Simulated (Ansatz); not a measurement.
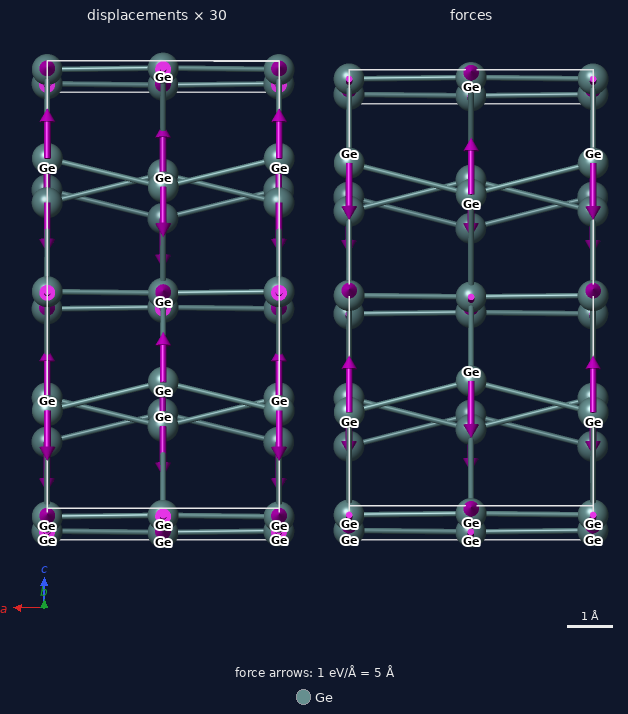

Left: crystalline Ge (set up in Fmmm) in its unrelaxed database cell, with purple arrows for the displacements applied to it (without the part that the change of the cell carries along). Right: the displaced structure with the computed forces. Besides, the cell is strained by +7.7 % along b, +5.2 % along a, −2.5 % along c (volume +10.5 %). Style: ball-and-stick. Shown: the conventional cell (4 times the calculation's cell), from a free direction. Lengths and directions refer to the drawn axes.

Computed with DFT PBE, scalar-relativistic, plane waves, PAW (Ansatz). Settings: plane-wave cutoff 420 eV; k-point mesh 12 × 12 × 12; occupations gaussian; smearing width 0.1 eV; no spin polarisation.

> Describe the distortion and the response.

Atoms are displaced by up to 0.04 Å (root mean square over those that move 0.03 Å) relative to the cell. No relaxation follows. It costs 57.9 meV per atom. The pressure goes from 0.0 to −5.0 GPa. The principal stresses (compression positive) are −2.5 GPa along c, −5.5 GPa along b, −6.8 GPa along a. The largest forces, 0.26 eV/Å, act on 2 Ge atoms of the calculation's cell. The forces mostly point back along the displacements (cosine −0.95). Near-neighbour distances before and after: Ge–Ge 2.614 → 2.850 Å, Ge–Ge 2.710 → 2.859 Å, Ge–Ge 2.644 → 2.781 Å, Ge–Ge 2.734 → 2.721 Å. The space group stays Fmmm (No. 69).
